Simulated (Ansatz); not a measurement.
Consider Mo.

Input file:

```
crystal:
  lattice:
    - [2.6481273256, 0.0, 0.0]
    - [0.0, 2.6481273256, 0.0]
    - [0.0, 0.0, 2.6481273256]
  atoms:
    - { symbol: Mo, position: [0.0, 0.0, 0.0] }
hamiltonian:
  xc: revpbe
  pseudopotentials:
    kind: paw
    azcp:
      Mo: "pseudopotentials/Mo.paw.azcp"
basis:
  ecutwfc: 420
  fft_grid_basis: typed
kpoints:
  mp_grid: { grid: [14, 14, 14], shift: [0, 0, 0] }
magnetization:
  spin_polarized: false
scf:
  occupations: { method: fermi_dirac, width: 0.1 }
  lower_state_search: "off"
output:
  stress: true
  write_density: true
  write_potential: true
  elf: true
  volumetric_format: npy
```

Below, planes, directions and counts refer to the conventional cell (a = 2.65 Å, b = 2.65 Å, c = 2.65 Å, α = 90.00°, β = 90.00°, γ = 90.00°).

Space group Pm-3m; set up as Mo, simple cubic; a generated structure, not necessarily the stable one; changed on purpose from its base cell (volume × 1.04); computed pressure about −7 GPa in this cell; computed without spin polarisation.

Method: Ansatz, DFT, revPBE, plane waves (420 eV) with PAW, scalar-relativistic.

Predict the valence pseudo-density and electron localisation function between the atoms.

Mo–Mo (2.65 Å): the density is about 0.44 e/Å³ at the midpoint; the ELF is about 0.35 at the midpoint.

Does the calculation give a band gap?

It is gapless in this calculation (a metal or semimetal).

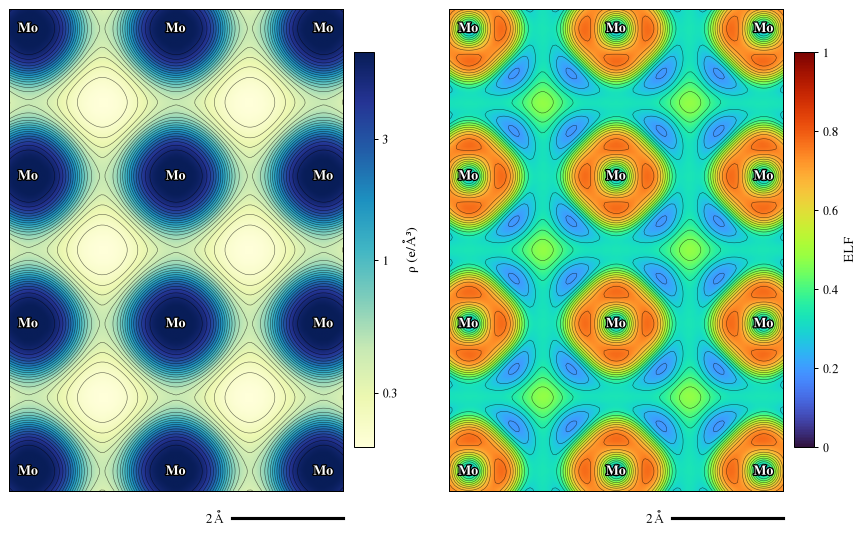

Computed valence pseudo-density and electron localisation function on the (001) plane of the conventional cell, in this order. 
